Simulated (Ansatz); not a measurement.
## Single-point calculation, with input and output: Ti

Ti (P6/mmm, 3 atoms in the cell), computed with DFT PBEsol, scalar-relativistic, plane waves, PAW, no spin polarisation (Ansatz 0.2.0).

The structure derives from a Materials Project entry. Figures and captions count atoms from 1; the log counts them from 0 in places.

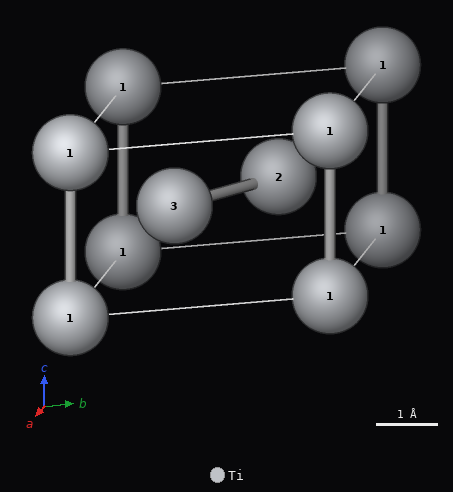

Figure 1. The input geometry (ball-and-stick view of the cell of the calculation, seen slightly off an axis; atoms are numbered from 1 in the order of the input). An atom can appear more than once, as a periodic image.

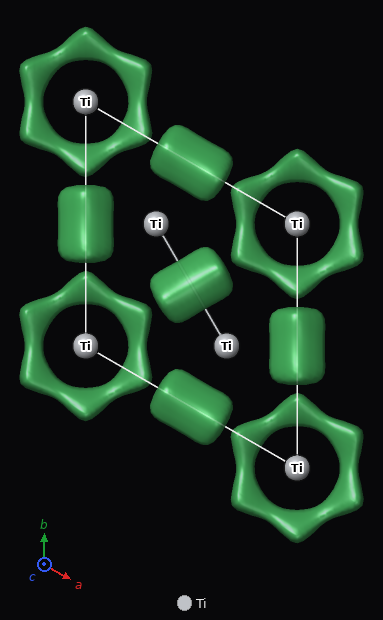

Figure 2. Isosurface of the electron localisation function at 0.55 (green), seen along the c axis. Core shells and regions of very low density are left out. Sticks mark near contacts. The outline is the cell set on symmetry axes. Profiles from the grid: Ti–Ti (2.61 Å): the ELF is about 0.10 at the midpoint (no localised pair between them). Ti–Ti (2.80 Å): the ELF is about 0.20 at the midpoint; no shared electron pair. The fields are those of the smooth PAW valence density.

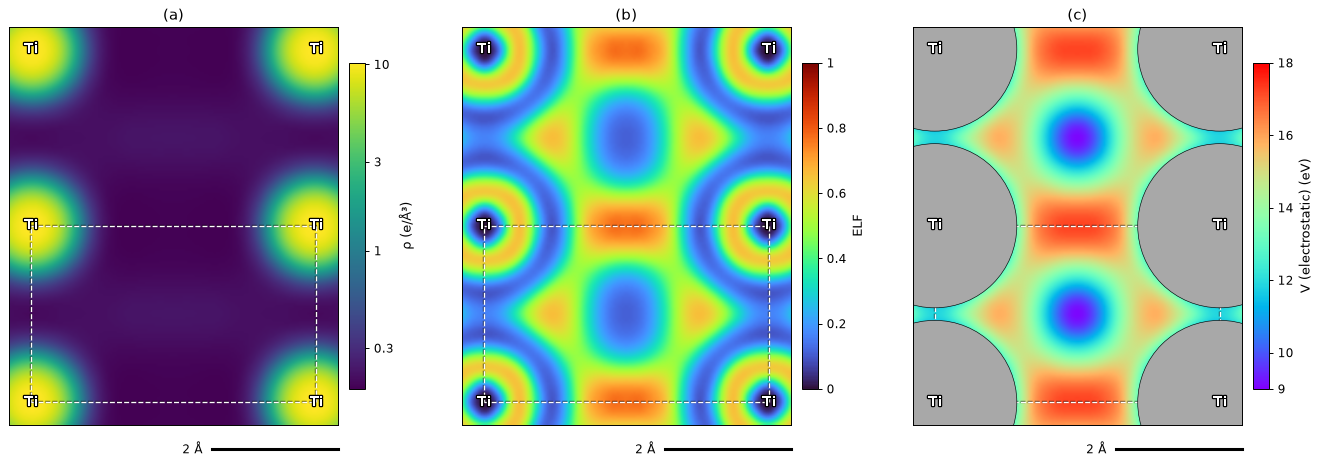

Figure 3. (a) valence pseudo-density; (b) ELF; (c) electrostatic potential energy of an electron on the (100) plane of the conventional cell. Grey discs, where drawn, cover atomic cores. The section cuts through Ti sites. Ti–Ti (2.80 Å): ρ is about 0.2 e/Å³ halfway; the ELF is about 0.15 at the midpoint; no localised pair between them. Away from the nuclei the density in this plane falls to 0.18 e/Å³ at its lowest.  The strong features right at Ti lie inside the PAW spheres (semicore, d or f shells) and say nothing about bonding. Outside the cores the potential energy rises away from the atoms and is highest about 1.9 Å from the nearest atoms; outside the discs it spans about 8 eV, and its zero is arbitrary.

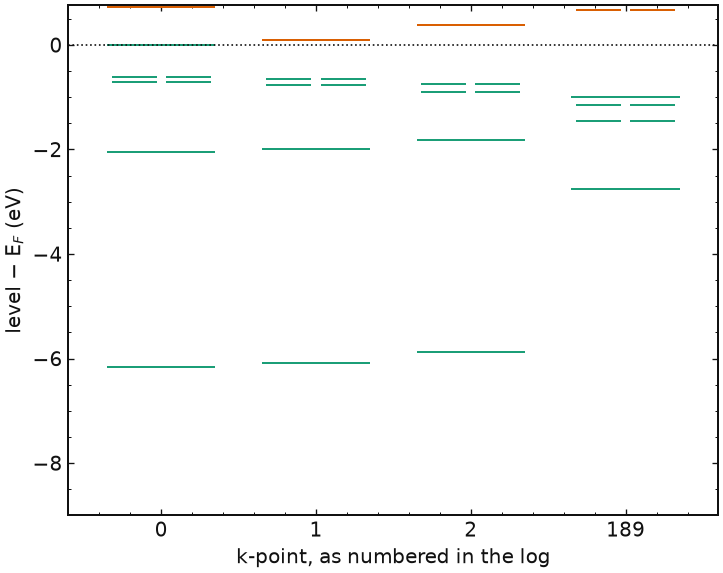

Figure 4. Kohn–Sham levels near the Fermi level (dotted) at the few k-points that the log prints; levels within 0.02 eV of each other stand side by side. The system is metallic on the full mesh.

These pictures come from the run below.

Input:
```yaml
crystal:
  lattice:
    - [4.5152900513, 0.0, 0.0]
    - [-2.2576450256, 3.9103558898, 0.0]
    - [0.0, 0.0, 2.7987936488]
  atoms:
    - { symbol: Ti, position: [0.0, 0.0, 0.0] }
    - { symbol: Ti, position: [0.3333333333, 0.6666666667, 0.5] }
    - { symbol: Ti, position: [0.6666666667, 0.3333333333, 0.5] }
basis:
  ecutwfc: 420
kpoints:
  mp_grid: { grid: [12, 12, 18] }
hamiltonian:
  xc: pbesol
scf:
  occupations: { method: gaussian, width: 0.15 }
output:
  forces: true
  stress: true
  eigenvalues: true
  write_density: true
  write_potential: true
  elf: true
  volumetric_format: npy
```

Launched with:
```bash
ansatz run input.yaml --threads 1 --pin off --max-ram 2560MiB --backend cpu --events-out ev --progress --plain --runs-dir out
```

The program's output:
```
Engine: ansatz 0.2.0, x86_64-unknown-linux-gnu
Pseudopotentials: kind: paw
Pseudopotential: Ti, paw, valence charge 12, recommended cutoff 420 eV (normal), Ti.paw.azcp
Functional definition: PBEsol
  exchange = pbesol_x
  correlation = pbesol_c
Crystal: 3 atoms, lattice volume = 49.417 Å³
Basis set: ecut = 420 eV, 951 PW (Γ), exchange–correlation on 64×64×40 points (8 copies of the dense FFT grid, shifted against one another)
Bands: 22, of which v1, the nominal top of the filled ones, is band 18 counted from 1 (17 counted from 0)
Symmetry: 24 space group operations
Space group: P6/mmm (ITA 191), of the structure as read, at distance tolerance 3.7e-5 Å
k-points: 190 of 2592
Non-local potential: Ti, projectors of the file, l = 0: 3, l = 1: 2, l = 2: 3, l = 3: 1
PAW form: soft (Blöchl's): semilocal exchange-correlation on the pseudo side does not see the compensation charge
PAW frozen core: Ti, regenerated for the run's functional, and the local potential with it (the file was generated under x = pbe(κ = 0.804, μ = 0.2195149727645171), c = pbe(β = 0.06672455060314922))
PAW one-centre angular grid: Ti, 590 points (default); XC on 64 Gauss nodes
Initial density: superposition of atomic densities (neutral atoms: chi_scale 0, normalization atom), corrected by the library's trained network
Initial wavefunctions: pseudopotential atomic-orbital guess
Functional: x = pbesol(κ = 0.804, μ = 0.12345679012345678), c = pbesol(β = 0.046)
SCF iter   1: F=—  HF=-7421.769819 eV  |F-HF|=—  |Δ(HF+E_count)|=         —  Δρ=1.27e-2  dr2=8.58e-2  ethr=1.77e-3  ⟨swp⟩=3.7  Hψ=13444  notcnv=0
preconditioner: auto → none  [metal: Δε(μ)=0.006 eV  Ē_g=2.569 eV  σ=0.150 eV  W_gap=0.02  n_scr=8 (ndim 8)  ℏωp=18.3 eV  f_vac=0.000  D(μ)=2.48/eV (n_scr^D=26)  sad-step TF]
SCF iter   2: F=—  HF=-7421.753531 eV  |F-HF|=—  |Δ(HF+E_count)|=   1.63e-2  Δρ=6.79e-3  dr2=3.04e-2  ethr=2.38e-4  ⟨swp⟩=1.9  Hψ=6114  notcnv=0
SCF iter   3: F=—  HF=-7421.747866 eV  |F-HF|=—  |Δ(HF+E_count)|=   5.66e-3  Δρ=4.80e-4  dr2=8.93e-5  ethr=8.45e-5  ⟨swp⟩=2.0  Hψ=5119  notcnv=0
SCF iter   4: F=—  HF=-7421.747851 eV  |F-HF|=—  |Δ(HF+E_count)|=   1.49e-5  Δρ=1.86e-4  dr2=1.42e-5  ethr=2.48e-7  ⟨swp⟩=2.0  Hψ=7735  notcnv=0
SCF iter   5: F=—  HF=-7421.747850 eV  |F-HF|=—  |Δ(HF+E_count)|=   9.41e-7  Δρ=2.89e-5  dr2=2.82e-7  ethr=3.95e-8  ⟨swp⟩=2.0  Hψ=7418  notcnv=0
SCF iter   6: F=—  HF=-7421.747851 eV  |F-HF|=—  |Δ(HF+E_count)|=   2.13e-7  Δρ=1.13e-5  dr2=1.06e-7  ethr=2.78e-10  ⟨swp⟩=8.1  Hψ=25288  notcnv=0
SCF iter   7: F=-7421.747851 eV  HF=-7421.747851 eV  |F-HF|=1.64e-9  |Δ(HF+E_count)|=   1.22e-8  Δρ=1.92e-6  dr2=2.28e-9  ethr=2.78e-10  ⟨swp⟩=6.2  Hψ=20383  notcnv=0
SCF 1 converged in 7 iterations: F = -7421.747851 eV  dr2 = 2.28e-9
  greatest PAW one-centre occupation: 0.999 electrons in one spin orbital (limit 2), on the Ti atom at site 0 (counted from 0), in its partial waves of l = 0
SCF converged after 7 iterations
Free energy (F): -7421.747851 eV
Harris-Foulkes:  -7421.747851 eV  (|F-HF|=1.64e-9)
Internal energy: -7421.717118 eV  (E = F + TS)
E sigma→0 (E₀):  -7421.732484 eV
Entropy (-TS):   -0.030732 eV (-10.244 meV/atom)
Fermi energy:    13.978165 eV
--- Per-component energies (eV) ---
  E_band       = -442.493477
  E_kinetic    = 820.293693
  E_local      = -2362.169306  (includes V_loc(G=0)·N_el)
  E_nonlocal   = 28.597081
  E_hartree    = 974.629771
  E_xc         = -291.169366
  E_vxc        = -365.945902  (∫ρ·V_xc dr)
  E_paw        = -3068.083952  (= ΣΔE_a)
  E_vpaw       = -512.527669  (= ΣTr[D̂ρ^β])
  E_aug_tail   = 0.000346  (compensation charges beyond the density's cutoff)
  E_ewald      = -3524.233539
  E_core_change = 0.418153  (= ΣΔE_core)
  E_smearing   = -0.030732  (= −TS)
  E_closure    = -0.000000  (closes the sum)
  Σ components = -7421.747851   (vs F -7421.747851, Δ=0.00e0)
--- Forces (eV/Å), atoms counted from 1 ---
  atom   1  Ti     0.00000000     0.00000000     0.00000000
  atom   2  Ti    -0.00000000     0.00000000     0.00000000
  atom   3  Ti     0.00000000    -0.00000000     0.00000000
  max |Σ_I F_I| component: 3.70e-17 eV/Å
--- Stress (GPa, compression-positive) ---
       -0.046381      -0.000000       0.000000
       -0.000000      -0.046381       0.000000
        0.000000       0.000000       0.042032
  P = ⅓ Tr σ = -0.0169 GPa (-0.169 kbar)
--- Band table (eV; the first three rows and the last of 190) ---
  k-point 0: bands = ["-42.5490", "-42.2916", "-42.1017", "-18.9952", "-18.9952", "-18.9199", "-18.9199", "-18.5750", "-18.3596", "-18.2709", "-18.2366", "-18.2366", "7.8181", "11.9247", "13.2695", "13.2695", "13.3666", "13.3666", "13.9743", "14.6970", "15.3302", "15.3302"]
  k-point 1: bands = ["-42.5465", "-42.2902", "-42.0998", "-18.9918", "-18.9918", "-18.9178", "-18.9178", "-18.5895", "-18.3773", "-18.2856", "-18.2370", "-18.2370", "7.8910", "11.9837", "13.2173", "13.2173", "13.3293", "13.3293", "14.0711", "14.7596", "15.2999", "15.2999"]
  k-point 2: bands = ["-42.5393", "-42.2862", "-42.0945", "-18.9817", "-18.9817", "-18.9116", "-18.9116", "-18.6310", "-18.4282", "-18.3275", "-18.2381", "-18.2381", "8.1060", "12.1502", "13.0690", "13.0690", "13.2242", "13.2242", "14.3569", "14.9464", "15.2457", "15.2457"]
  k-point 189: bands = ["-42.4636", "-42.1440", "-42.1440", "-19.1909", "-19.0098", "-19.0098", "-18.7593", "-18.7088", "-18.7088", "-18.5545", "-18.5545", "-18.1682", "11.2156", "12.5199", "12.5199", "12.8337", "12.8337", "12.9787", "14.6552", "14.6552", "14.7949", "14.7949"]
```

Key numbers:

| quantity | value |
| --- | --- |
| outcome | converged |
| space group (tolerance 0.01 Å) | P6/mmm (191) |
| electrons treated | 36 |
| free energy | −7421.7479 eV |
| Fermi energy | 13.978 eV |
| gap on the k-point mesh | none (metallic) |
| pressure | −0.02 GPa |
| largest force (length of the vector) | under 0.001 eV/Å |
| hardware | 1 thread of Intel Xeon (Sapphire Rapids), 32 GiB of memory available, shared host |
| wall time | 9.8 s |
| peak memory | 0.48 GiB |
